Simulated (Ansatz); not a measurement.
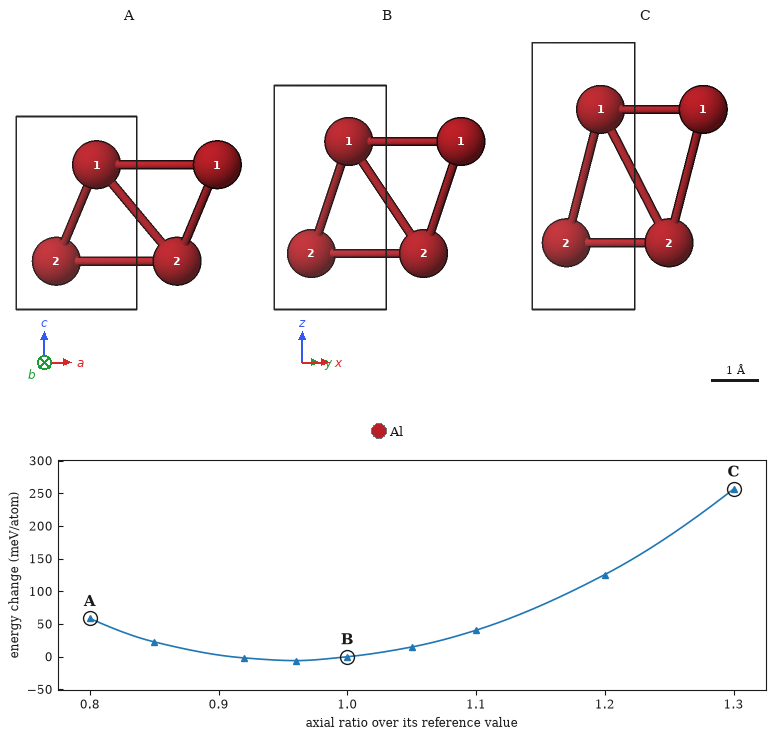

A scan of crystalline Al (P6_3/mmc): the ratio of the cell's length along z to its lengths across, counted as 1 for the reference, is changed at fixed volume (a c/a path), with the atoms kept at their fractional coordinates. x, y and z are the Cartesian axes of the input. The lettered frames are marked on the plot. A ball-and-stick model of the cell of the calculation, repeated 2 × 3 × 1 with one cell outlined, seen along the b axis.

The calculation used DFT PBEsol, scalar-relativistic, plane waves, PAW (Ansatz). Settings: plane-wave cutoff 420 eV; k-point mesh 21 × 21 × 12; occupations gaussian; smearing width 0.15 eV; no spin polarisation. Energies (free energies at the smearing named) are counted from the cell as listed in its source, which wasn't relaxed.

**Describe the profile.**

The lowest computed point lies at the relative ratio 0.96 (−5.9 meV/atom). The end points stand at 58.6 meV/atom (0.80) and 256.7 meV/atom (1.30). The unrelaxed reference is under a pressure of −1.3 GPa. The distortion keeps the space group P6_3/mmc. At the relative ratio 1.30 the cell of the drawing goes a 2.812 → 2.577 Å, b 2.812 → 2.577 Å, c 4.867 → 5.797 Å.

The computed points:

| axial ratio over its reference value | energy change (meV/atom) |
| --- | --- |
| 0.80 | 58.6 |
| 0.85 | 22.7 |
| 0.92 | −1.8 |
| 0.96 | −5.9 |
| 1.00 | 0.0 |
| 1.05 | 14.9 |
| 1.10 | 40.6 |
| 1.20 | 125.8 |
| 1.30 | 256.7 |
